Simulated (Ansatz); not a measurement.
## ZnSe: geometry relaxation

- system: ZnSe (Pm-3m, 2 atoms in the cell)
- method: DFT PBE, scalar-relativistic, plane waves, PAW, no spin polarisation (Ansatz 0.2.0)

The structure was made by a generator, so it may or may not be a known phase.

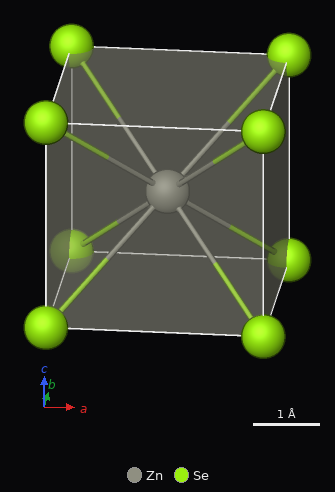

*The starting structure (polyhedral view of the cell of the calculation, seen at an oblique angle; polyhedra are completed across the faces of the cell). An atom can appear more than once, as a periodic image.*

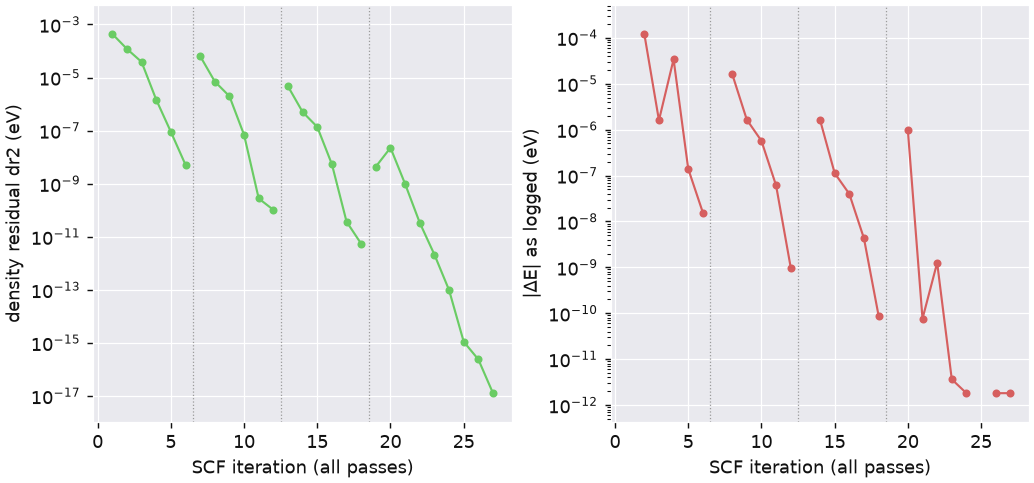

*Convergence of the self-consistent field: density residual dr2 and size of the energy change against the SCF iteration. The dotted lines part the SCF passes of the relaxation: geometry steps, rejected trials and re-solves on a re-selected basis.*

The passes take 6, 6, 6 and 9 iterations.

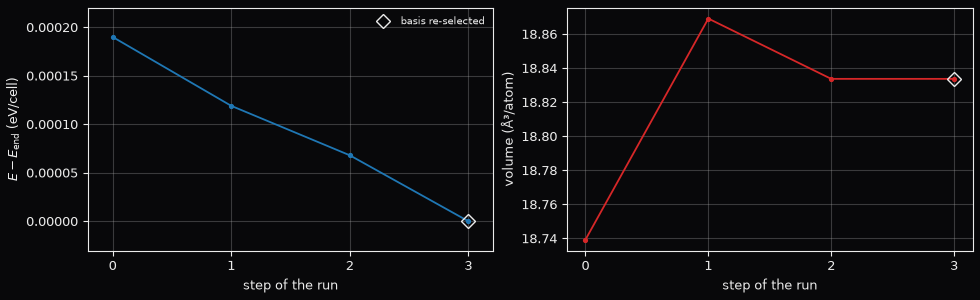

*Progress of the relaxation, step by step (the first geometry is step 0 here and step 1 in the log).*

The atoms keep their places relative to the cell (all moves are under 0.005 Å). The volume changes by +0.5 %, with a = b = c 3.347 → 3.352 Å (+0.2 %). Among the contacts that change: Zn1–Se2 2.898 → 2.903 Å. The space group stays Pm-3m (No. 221). The energy falls by 0.1 meV per cell of the calculation in 2 geometry steps. All forces vanish by symmetry, so only the cell relaxes. Pressure: 0.32 GPa at the start and 0.00 GPa at the end. A last SCF at the same geometry on a re-selected plane-wave basis shifts the energy by −0.1 meV per cell of the calculation. (Atoms are counted from 1 in the order of the input.)

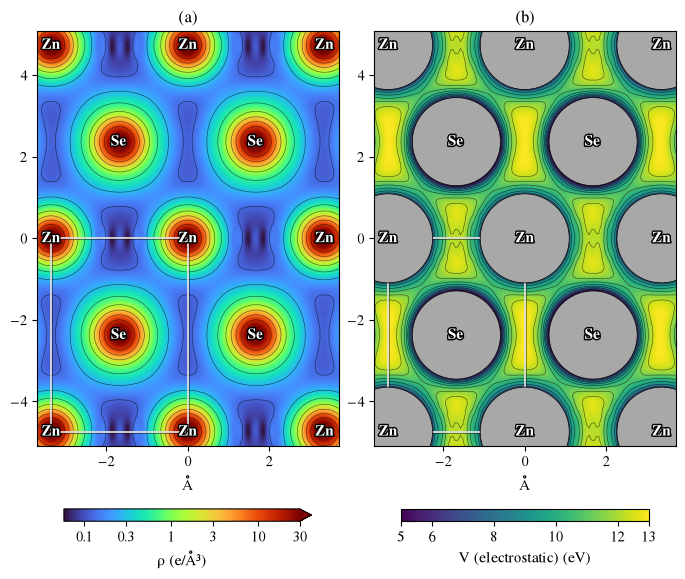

*(a) valence pseudo-density; (b) electrostatic potential (local pseudopotential plus Hartree) felt by an electron on the (110) plane of the conventional cell. Grey discs, where drawn, cover atomic cores.*

Atoms in the plane: Zn and Se. Zn–Se (2.90 Å): ρ at the midpoint is about 0.21 e/Å³. Away from the nuclei the density in this plane falls to 0.06 e/Å³ at its lowest. Outside the cores the potential energy rises away from the atoms and is highest about 1.7 Å from the nearest atoms; outside the discs it spans about 8 eV, and its zero is arbitrary. Core electrons are frozen (PAW), so the fields are smoothed inside the atomic spheres.

The input that produced these results follows, with the program's output.

### The input
```yaml
crystal:
  lattice:
    - [3.3465257134, 0.0, 0.0]
    - [0.0, 3.3465257134, 0.0]
    - [0.0, 0.0, 3.3465257134]
  atoms:
    - { symbol: Zn, position: [0.5, 0.5, 0.5] }
    - { symbol: Se, position: [0.0, 0.0, 0.0] }
basis:
  ecutwfc: 420
kpoints:
  mp_grid: { grid: [16, 16, 16] }
hamiltonian:
  xc: pbe
scf:
  occupations: { method: gaussian, width: 0.1 }
output:
  forces: true
  stress: true
  eigenvalues: true
  write_density: true
  write_potential: true
  elf: true
  volumetric_format: npy
relax:
  adjacent_minimum: "off"
  f_tol: 0.01
  max_steps: 80
  cell: { stress_tol: 0.05 }
```

Launched with:
```bash
ansatz run input.yaml --threads 1 --pin off --max-ram 2560MiB --backend cpu --events-out ev --progress --plain --runs-dir out
```

### The program's output
```
Engine: ansatz 0.2.0, aarch64-unknown-linux-gnu
Pseudopotentials: kind: paw
Pseudopotential: Zn, paw, valence charge 12, recommended cutoff 420 eV (normal), Zn.paw.azcp
Pseudopotential: Se, paw, valence charge 16, recommended cutoff 420 eV (normal), Se.paw.azcp
Functional definition: PBE
  parameter kappa = 0.804
  parameter beta = 0.06672455060314922
  exchange = pbe_x(kappa = kappa, mu = beta*pi^2/3)
  correlation = pbe_c(beta = beta)
Crystal: 2 atoms, lattice volume = 37.479 Å³
Basis set: ecut = 420 eV, 739 PW (Γ), exchange–correlation on 48×48×48 points (8 copies of the dense FFT grid, shifted against one another)
Bands: 18, of which v1, the nominal top of the filled ones, is band 14 counted from 1 (13 counted from 0)
Symmetry: 48 space group operations
Space group: Pm-3m (ITA 221), of the structure as read, at distance tolerance 3.3e-5 Å
k-points: 165 of 4096
Non-local potential: Zn, projectors of the file, l = 0: 2, l = 1: 2, l = 2: 3, l = 3: 1
Non-local potential: Se, projectors of the file, l = 0: 2, l = 1: 2, l = 2: 3, l = 3: 1
PAW form: soft (Blöchl's): semilocal exchange-correlation on the pseudo side does not see the compensation charge
PAW one-centre angular grid: Zn, 590 points (default); XC on 64 Gauss nodes
PAW one-centre angular grid: Se, 590 points (default); XC on 64 Gauss nodes
Initial density: superposition of atomic densities (neutral atoms: chi_scale 0, normalization atom), corrected by the library's trained network
Initial wavefunctions: pseudopotential atomic-orbital guess
Functional: x = pbe(κ = 0.804, μ = 0.2195149727645171), c = pbe(β = 0.06672455060314922)
SCF iter   1: F=—  HF=-8787.845206 eV  |F-HF|=—  |Δ(HF+E_count)|=         —  Δρ=1.25e-3  dr2=4.42e-4  ethr=1.77e-3  ⟨swp⟩=5.2  Hψ=13994  notcnv=0
preconditioner: auto → none  [metal: Δε(μ)=0.016 eV  Ē_g=11.409 eV  σ=0.100 eV  W_gap=0.09  n_scr=6 (ndim 8)  ℏωp=25.7 eV  f_vac=0.000  D(μ)=1.58/eV (n_scr^D=18)  sad-step TF]
SCF iter   2: F=—  HF=-8787.845084 eV  |F-HF|=—  |Δ(HF+E_count)|=   1.22e-4  Δρ=8.08e-4  dr2=1.20e-4  ethr=1.58e-6  ⟨swp⟩=2.1  Hψ=5824  notcnv=0
SCF iter   3: F=—  HF=-8787.845086 eV  |F-HF|=—  |Δ(HF+E_count)|=   1.60e-6  Δρ=4.12e-4  dr2=3.88e-5  ethr=4.29e-7  ⟨swp⟩=2.0  Hψ=3845  notcnv=0
SCF iter   4: F=—  HF=-8787.845120 eV  |F-HF|=—  |Δ(HF+E_count)|=   3.41e-5  Δρ=5.68e-5  dr2=1.47e-6  ethr=1.39e-7  ⟨swp⟩=2.0  Hψ=4463  notcnv=0
iter 5 did not close the SCF: its close was put off for the readings that it lacked (scf_convergence_deferred on its scf_iter line)
SCF iter   5: F=-8787.845119 eV  HF=-8787.845119 eV  |F-HF|=5.13e-8  |Δ(HF+E_count)|=   1.40e-7  Δρ=1.58e-5  dr2=9.02e-8  ethr=5.26e-9  ⟨swp⟩=2.2  Hψ=4770  notcnv=0
SCF iter   6: F=-8787.845119 eV  HF=-8787.845119 eV  |F-HF|=1.23e-8  |Δ(HF+E_count)|=   1.56e-8  Δρ=4.40e-6  dr2=5.18e-9  ethr=3.22e-10  ⟨swp⟩=5.5  Hψ=18374  notcnv=0
SCF 1 converged in 6 iterations: F = -8787.845119 eV  dr2 = 5.18e-9
  greatest PAW one-centre occupation: 1.000 electrons in one spin orbital (limit 2), on the Se atom at site 1 (counted from 0), in its partial waves of l = 2
relax step   1: F+E_penalty+E_count = -8787.84511948 eV  Δ(F+E_penalty+E_count) = +0.000e0 eV  max|allowed force component| = 1.535e-29 eV/Å  Δτ_max = 0.0000 Å  P = +0.320 GPa  Ω = 37.479 Å³  (6 SCF iters, dr2 threshold 1.00e-7 eV, accepted)
Crystal: 2 atoms, lattice volume = 37.738 Å³
Initial density: handed on by an earlier stage of this run
Initial wavefunctions: those handed on with the density
iter 1 solved again at ethr=2.53e-7 eV; its pass at ethr=3.10e-3 eV (dr2=7.09e-5 eV) is discarded
SCF iter   1: F=—  HF=-8787.845209 eV  |F-HF|=—  |Δ(HF+E_count)|=         —  Δρ=2.93e-4  dr2=6.45e-5  ethr=2.53e-7  ⟨swp⟩=2.0  Hψ=16458  notcnv=0
preconditioner: auto → none  [metal: Δε(μ)=0.020 eV  Ē_g=11.359 eV  σ=0.100 eV  W_gap=0.11  n_scr=6 (ndim 8)  ℏωp=25.6 eV  f_vac=0.000  D(μ)=1.58/eV (n_scr^D=18)]
SCF iter   2: F=—  HF=-8787.845193 eV  |F-HF|=—  |Δ(HF+E_count)|=   1.64e-5  Δρ=1.63e-4  dr2=7.10e-6  ethr=2.30e-7  ⟨swp⟩=2.0  Hψ=4063  notcnv=0
SCF iter   3: F=—  HF=-8787.845191 eV  |F-HF|=—  |Δ(HF+E_count)|=   1.65e-6  Δρ=5.57e-5  dr2=1.98e-6  ethr=2.53e-8  ⟨swp⟩=2.0  Hψ=4042  notcnv=0
iter 4 did not close the SCF: its close was put off for the readings that it lacked (scf_convergence_deferred on its scf_iter line)
SCF iter   4: F=-8787.845190 eV  HF=-8787.845190 eV  |F-HF|=5.16e-8  |Δ(HF+E_count)|=   5.70e-7  Δρ=2.34e-5  dr2=6.94e-8  ethr=7.08e-9  ⟨swp⟩=2.0  Hψ=4291  notcnv=0
iter 5 did not close the SCF: its close was put off for the readings that it lacked (scf_convergence_deferred on its scf_iter line)
SCF iter   5: F=-8787.845190 eV  HF=-8787.845190 eV  |F-HF|=1.92e-9  |Δ(HF+E_count)|=   6.09e-8  Δρ=1.15e-6  dr2=2.78e-10  ethr=2.48e-10  ⟨swp⟩=2.0  Hψ=4156  notcnv=0
SCF iter   6: F=-8787.845190 eV  HF=-8787.845190 eV  |F-HF|=5.82e-11  |Δ(HF+E_count)|=  9.93e-10  Δρ=5.63e-7  dr2=1.04e-10  ethr=1.00e-12  ⟨swp⟩=4.5  Hψ=16025  notcnv=0
SCF 2 converged in 6 iterations: F = -8787.845190 eV  dr2 = 1.04e-10
relax step   2: F+E_penalty+E_count = -8787.84519049 eV  Δ(F+E_penalty+E_count) = -7.100e-5 eV  max|allowed force component| = 2.465e-30 eV/Å  Δτ_max = 0.0000 Å  P = -0.119 GPa  Ω = 37.738 Å³  energy of the carried Pulay correction = -8.951e-5 eV  (6 SCF iters, dr2 threshold 2.00e-7 eV, accepted)
Crystal: 2 atoms, lattice volume = 37.667 Å³
iter 1 solved again at ethr=1.85e-8 eV; its pass at ethr=3.10e-3 eV (dr2=5.17e-6 eV) is discarded
SCF iter   1: F=—  HF=-8787.845243 eV  |F-HF|=—  |Δ(HF+E_count)|=         —  Δρ=7.89e-5  dr2=4.65e-6  ethr=1.85e-8  ⟨swp⟩=2.0  Hψ=16446  notcnv=0
preconditioner: auto → none  [metal: Δε(μ)=0.020 eV  Ē_g=11.375 eV  σ=0.100 eV  W_gap=0.11  n_scr=6 (ndim 8)  ℏωp=25.7 eV  f_vac=0.000  D(μ)=1.58/eV (n_scr^D=18)]
SCF iter   2: F=—  HF=-8787.845242 eV  |F-HF|=—  |Δ(HF+E_count)|=   1.64e-6  Δρ=4.35e-5  dr2=5.03e-7  ethr=1.66e-8  ⟨swp⟩=2.0  Hψ=4036  notcnv=0
SCF iter   3: F=—  HF=-8787.845242 eV  |F-HF|=—  |Δ(HF+E_count)|=   1.13e-7  Δρ=1.48e-5  dr2=1.38e-7  ethr=1.80e-9  ⟨swp⟩=2.0  Hψ=4044  notcnv=0
iter 4 did not close the SCF: its close was put off for the readings that it lacked (scf_convergence_deferred on its scf_iter line)
SCF iter   4: F=-8787.845241 eV  HF=-8787.845241 eV  |F-HF|=3.61e-9  |Δ(HF+E_count)|=   3.99e-8  Δρ=6.51e-6  dr2=5.39e-9  ethr=4.95e-10  ⟨swp⟩=2.0  Hψ=4292  notcnv=0
iter 5 did not close the SCF: its close was put off for the readings that it lacked (scf_convergence_deferred on its scf_iter line)
SCF iter   5: F=-8787.845241 eV  HF=-8787.845241 eV  |F-HF|=1.80e-10  |Δ(HF+E_count)|=   4.30e-9  Δρ=4.19e-7  dr2=3.72e-11  ethr=1.92e-11  ⟨swp⟩=2.0  Hψ=4129  notcnv=0
SCF iter   6: F=-8787.845241 eV  HF=-8787.845241 eV  |F-HF|=3.64e-12  |Δ(HF+E_count)|=  8.91e-11  Δρ=1.60e-7  dr2=5.46e-12  ethr=1.00e-12  ⟨swp⟩=4.1  Hψ=14621  notcnv=0
SCF 3 converged in 6 iterations: F = -8787.845241 eV  dr2 = 5.46e-12
relax step   3: F+E_penalty+E_count = -8787.84524147 eV  Δ(F+E_penalty+E_count) = -5.098e-5 eV  max|allowed force component| = 6.952e-30 eV/Å  Δτ_max = 0.0000 Å  P = -0.001 GPa  Ω = 37.667 Å³  energy of the carried Pulay correction = -6.516e-5 eV  (6 SCF iters, accepted)
Initial wavefunctions: pseudopotential atomic-orbital guess (no wavefunctions were taken with the density)
iter 1 solved again at ethr=2.01e-7 eV; its pass at ethr=3.10e-3 eV (dr2=5.62e-5 eV) is discarded
SCF iter   1: F=—  HF=-8787.845310 eV  |F-HF|=—  |Δ(HF+E_count)|=         —  Δρ=6.51e-6  dr2=4.41e-9  ethr=2.01e-7  ⟨swp⟩=2.4  Hψ=20890  notcnv=0
eigensolver tolerance schedule: the retry pair's looser diagonalisation over-reported the residual by 12757.59 of it (diagonalisation noise at 4.77 of the residual, at the tolerance the schedule requests for it); recorded, not acted on — ethr = c·dr2/N_el stays at c = 1.0e-1
preconditioner: auto → none  [metal: Δε(μ)=0.020 eV  Ē_g=11.374 eV  σ=0.100 eV  W_gap=0.11  n_scr=6 (ndim 8)  ℏωp=25.7 eV  f_vac=0.000  D(μ)=1.58/eV (n_scr^D=18)]
SCF iter   2: F=—  HF=-8787.845309 eV  |F-HF|=—  |Δ(HF+E_count)|=   9.66e-7  Δρ=1.12e-5  dr2=2.27e-8  ethr=1.57e-11  ⟨swp⟩=3.0  Hψ=6497  notcnv=0
SCF iter   3: F=—  HF=-8787.845309 eV  |F-HF|=—  |Δ(HF+E_count)|=  7.64e-11  Δρ=1.80e-6  dr2=9.77e-10  ethr=1.57e-11  ⟨swp⟩=2.0  Hψ=4307  notcnv=0
SCF iter   4: F=—  HF=-8787.845309 eV  |F-HF|=—  |Δ(HF+E_count)|=   1.26e-9  Δρ=2.98e-7  dr2=3.38e-11  ethr=3.49e-12  ⟨swp⟩=2.0  Hψ=4299  notcnv=0
iter 5 did not close the SCF: its close was put off for the readings that it lacked (scf_convergence_deferred on its scf_iter line)
SCF iter   5: F=-8787.845309 eV  HF=-8787.845309 eV  |F-HF|=1.82e-12  |Δ(HF+E_count)|=  3.64e-12  Δρ=1.09e-7  dr2=2.14e-12  ethr=1.00e-12  ⟨swp⟩=1.0  Hψ=2970  notcnv=0
iter 6 did not close the SCF: its close was put off for the readings that it lacked (scf_convergence_deferred on its scf_iter line)
SCF iter   6: F=-8787.845309 eV  HF=-8787.845309 eV  |F-HF|=0.00e0  |Δ(HF+E_count)|=  1.82e-12  Δρ=2.28e-8  dr2=9.88e-14  ethr=1.00e-12  ⟨swp⟩=1.0  Hψ=2970  notcnv=0
iter 7 did not close the SCF: its close was put off for the readings that it lacked (scf_convergence_deferred on its scf_iter line)
SCF iter   7: F=-8787.845309 eV  HF=-8787.845309 eV  |F-HF|=0.00e0  |Δ(HF+E_count)|=    0.00e0  Δρ=2.25e-9  dr2=1.12e-15  ethr=1.00e-12  ⟨swp⟩=1.0  Hψ=2970  notcnv=0
iter 8 did not close the SCF: its close was put off for the readings that it lacked (scf_convergence_deferred on its scf_iter line)
SCF iter   8: F=-8787.845309 eV  HF=-8787.845309 eV  |F-HF|=1.82e-12  |Δ(HF+E_count)|=  1.82e-12  Δρ=1.05e-9  dr2=2.41e-16  ethr=1.00e-12  ⟨swp⟩=1.0  Hψ=2970  notcnv=0
SCF iter   9: F=-8787.845309 eV  HF=-8787.845309 eV  |F-HF|=0.00e0  |Δ(HF+E_count)|=  1.82e-12  Δρ=2.48e-10  dr2=1.29e-17  ethr=1.00e-12  ⟨swp⟩=2.1  Hψ=8343  notcnv=0
SCF 4 converged in 9 iterations: F = -8787.845309 eV  dr2 = 1.29e-17
relax step   4: F+E_penalty+E_count = -8787.84530904 eV  Δ(F+E_penalty+E_count) = -6.757e-5 eV  max|allowed force component| = 1.528e-30 eV/Å  Δτ_max = 0.0000 Å  P = -0.001 GPa  Ω = 37.667 Å³  stress off target by 1.42e-3 GPa  SCF on the basis re-selected at this cell (its energy is not comparable with the rows above)  (9 SCF iters)
basis re-selected at this cell: Δ(F+E_penalty+E_count) = -6.757e-5 eV, ΔP = -0.000 GPa vs the last step (what re-selecting the basis moved, of the pressure what is left beyond the Pulay correction that the steps carried, after the strain that the cell walked since its last selection, with what the two solves' SCF thresholds leave and, on support functions, any second-order correction that the steps lacked; it is no measure of the basis error at this ecutwfc). This SCF's stress stands 1.42e-3 GPa from its target on what of the cell is left free (relax.cell.stress_tol is 5.00e-2 GPa) and its largest allowed force component is 1.53e-30 eV/Å (relax.f_tol is 1.00e-2 eV/Å): within both
SCF converged after 9 iterations
Free energy (F): -8787.845309 eV
Harris-Foulkes:  -8787.845309 eV  (|F-HF|=0.00e0)
Internal energy: -8787.837397 eV  (E = F + TS)
E sigma→0 (E₀):  -8787.841353 eV
Entropy (-TS):   -0.007912 eV (-3.956 meV/atom)
Fermi energy:    10.093288 eV
--- Per-component energies (eV) ---
  E_band       = -307.606133
  E_kinetic    = 248.181580
  E_local      = -3706.562117  (includes V_loc(G=0)·N_el)
  E_nonlocal   = 20.869406
  E_hartree    = 1730.390277
  E_xc         = -240.089980
  E_vxc        = -148.420171  (∫ρ·V_xc dr)
  E_paw        = -3741.602361  (= ΣΔE_a)
  E_vpaw       = -182.454455  (= ΣTr[D̂ρ^β])
  E_aug_tail   = -0.000931  (compensation charges beyond the density's cutoff)
  E_ewald      = -3099.023272
  E_smearing   = -0.007912  (= −TS)
  E_closure    = 0.000000  (closes the sum)
  Σ components = -8787.845309   (vs F -8787.845309, Δ=0.00e0)
--- Forces (eV/Å), atoms counted from 1 ---
  atom   1  Zn     0.00000000     0.00000000    -0.00000000
  atom   2  Se     0.00000000     0.00000000     0.00000000
  max |Σ_I F_I| component: 3.25e-30 eV/Å
--- Stress (GPa, compression-positive) ---
       -0.001424      -0.000000       0.000000
       -0.000000      -0.001424       0.000000
        0.000000       0.000000      -0.001424
  P = ⅓ Tr σ = -0.0014 GPa (-0.014 kbar)
--- Band table (eV; the first three rows and the last of 165) ---
  k-point 0: bands = ["-37.6564", "-37.6564", "-37.6538", "-37.6538", "-37.6538", "-4.3322", "3.0528", "3.0528", "3.3345", "3.3345", "3.3345", "8.8218", "8.9604", "8.9604", "8.9604", "15.9583", "15.9583", "21.1220"]
  k-point 1: bands = ["-37.6564", "-37.6563", "-37.6538", "-37.6538", "-37.6538", "-4.2979", "3.0545", "3.0567", "3.3276", "3.3276", "3.3350", "7.9807", "9.0026", "9.0026", "9.6730", "15.9968", "16.1925", "20.8910"]
  k-point 2: bands = ["-37.6564", "-37.6560", "-37.6539", "-37.6539", "-37.6538", "-4.1972", "3.0592", "3.0653", "3.3081", "3.3081", "3.3363", "7.0127", "9.1259", "9.1259", "10.3053", "16.1116", "16.7848", "20.2881"]
  k-point 164: bands = ["-37.6553", "-37.6553", "-37.6553", "-37.6516", "-37.6516", "-1.4001", "2.7884", "2.7884", "2.7884", "3.4478", "3.4478", "7.4502", "7.4502", "7.4502", "11.1952", "11.2409", "11.2409", "11.2409"]
--- Relaxed structure (3 steps of the walk, 3 accepted, 1 SCFs on fresh bases) ---
  F+E_penalty+E_count = -8787.84530904 eV   max|allowed force component| = 1.528e-30 eV/Å   (the final SCF, on the basis selected at the relaxed cell)
  cell:  # Å, volume = 37.6674 Å³
    - [3.3521379601352685, -1.0432120532097527e-34, 1.6049416203226965e-35]
    - [-1.0432120532097527e-34, 3.3521379601352685, 1.2839532962581572e-34]
    - [1.6049416203226965e-35, 1.2839532962581572e-34, 3.3521379601352685]
  atoms:
    - { symbol: Zn, position: [0.5, 0.5, 0.5] }
    - { symbol: Se, position: [1.7984416053070112e-36, -4.524220537618385e-87, 7.493506688617918e-38] }
```

### Trajectory as extended XYZ (Å, eV, eV/Å), 4 frames, from step=1 to step=4
```
2
Lattice="3.3465 0.0000 0.0000 0.0000 3.3465 0.0000 0.0000 0.0000 3.3465" Properties=species:S:1:pos:R:3:forces:R:3 step=1 energy=-8787.84512 pressure_GPa=0.32
Zn    1.6733    1.6733    1.6733    0.0000   0.0000   0.0000
Se    0.0000    0.0000    0.0000    0.0000   0.0000   0.0000
2
Lattice="3.3542 0.0000 0.0000 0.0000 3.3542 0.0000 0.0000 0.0000 3.3542" Properties=species:S:1:pos:R:3:forces:R:3 step=2 energy=-8787.84519 pressure_GPa=-0.12
Zn    1.6771    1.6771    1.6771    0.0000   0.0000   0.0000
Se    0.0000    0.0000    0.0000    0.0000   0.0000   0.0000
2
Lattice="3.3521 0.0000 0.0000 0.0000 3.3521 0.0000 0.0000 0.0000 3.3521" Properties=species:S:1:pos:R:3:forces:R:3 step=3 energy=-8787.84524 pressure_GPa=-0.00
Zn    1.6761    1.6761    1.6761    0.0000   0.0000   0.0000
Se    0.0000    0.0000    0.0000    0.0000   0.0000   0.0000
2
Lattice="3.3521 0.0000 0.0000 0.0000 3.3521 0.0000 0.0000 0.0000 3.3521" Properties=species:S:1:pos:R:3:forces:R:3 step=4 energy=-8787.84531 pressure_GPa=-0.00
Zn    1.6761    1.6761    1.6761    0.0000   0.0000   0.0000
Se    0.0000    0.0000    0.0000    0.0000   0.0000   0.0000
```

### Summary

| quantity | value |
| --- | --- |
| outcome | converged |
| space group (tolerance 0.01 Å) | Pm-3m (221) |
| electrons treated | 28 |
| free energy | −8787.8453 eV |
| Fermi energy | 10.093 eV |
| gap on the k-point mesh | none (metallic) |
| pressure | 0.00 GPa |
| final volume | 37.67 Å³ |
| largest force (length of the vector) at the end | under 0.001 eV/Å |
| final cell | a = 3.352 Å, b = 3.352 Å, c = 3.352 Å, α = 90.00°, β = 90.00°, γ = 90.00° |
| hardware | 1 thread of Arm Neoverse V1, 24 GiB of memory available, shared host |
| wall time | 27 s |
| peak memory | 0.4 GiB |
